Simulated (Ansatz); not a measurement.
Consider ZnS.

Input

```
crystal:
  lattice:
    - [3.7428823172, 0.0, 0.0]
    - [-1.8714411586, 3.24143117, 0.0]
    - [0.0, 0.0, 6.3037246812]
  atoms:
    - { symbol: Zn, position: [0.2823654471, 0.6666666667, 0.0052003729] }
    - { symbol: Zn, position: [0.7176345529, 0.3333333333, 0.5052003729] }
    - { symbol: S, position: [0.3745204671, 0.6666666667, 0.3797996271] }
    - { symbol: S, position: [0.6254795329, 0.3333333333, 0.8797996271] }
basis:
  ecutwfc: 520.0
kpoints:
  mp_grid: { grid: [9, 9, 4] }
hamiltonian:
  xc: pbe
scf:
  occupations: { method: gaussian, width: 0.05 }
output:
  forces: true
  stress: true
  eigenvalues: true
  write_density: true
  write_potential: true
  elf: true
  volumetric_format: npy
```

Command:

```sh
ansatz run input.yaml --threads 1 --pin off --max-ram 2048MiB --backend cpu --events-out ev --progress --plain --runs-dir out
```

Below, planes, directions and counts refer to the conventional cell (a = 3.74 Å, b = 6.30 Å, c = 3.74 Å, α = 90.00°, β = 120.00°, γ = 90.00°).

Space group P2₁; changed on purpose from its base cell (mode 4 frozen in at -0.196 Å, equal normal strain along x and y -0.0267); not relaxed (largest force 0.4 eV/Å); computed pressure about 4 GPa in this cell.

All numbers below come from Ansatz 0.2.0, DFT PBE, scalar-relativistic, plane waves, PAW.

What will maps of the valence pseudo-density and electron localisation function show?

Zn–S (2.30 Å): ρ at the midpoint is about 0.55 e/Å³; the ELF peaks at about 0.90 in the valence shell of S, 0.8 Å from its nucleus, and is about 0.55 at the midpoint.
Zn–S (2.30 Å): ρ at the midpoint is about 0.55 e/Å³; the ELF peaks at about 0.90 in the valence shell of S, 0.8 Å from its nucleus, and is about 0.55 at the midpoint.

Does the calculation make it a metal, or give it a gap?

It is gapped, with a Kohn–Sham gap of 2.2 eV on the k-point mesh, an upper bound to the gap of this method.

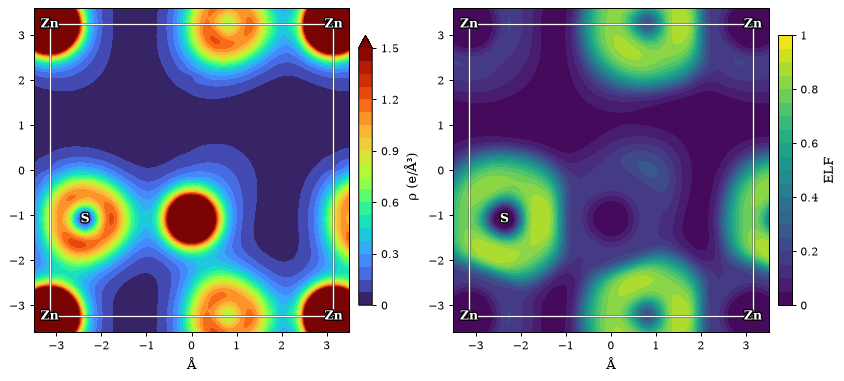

Computed valence pseudo-density and electron localisation function on the (101) plane of the conventional cell, in this order. Atoms just off the plane (Zn, 0.4 Å away and S, 0.3 Å away) can leave unmarked features too.

Core electrons are frozen (PAW), and the valence fields are smoothed inside the atomic spheres.
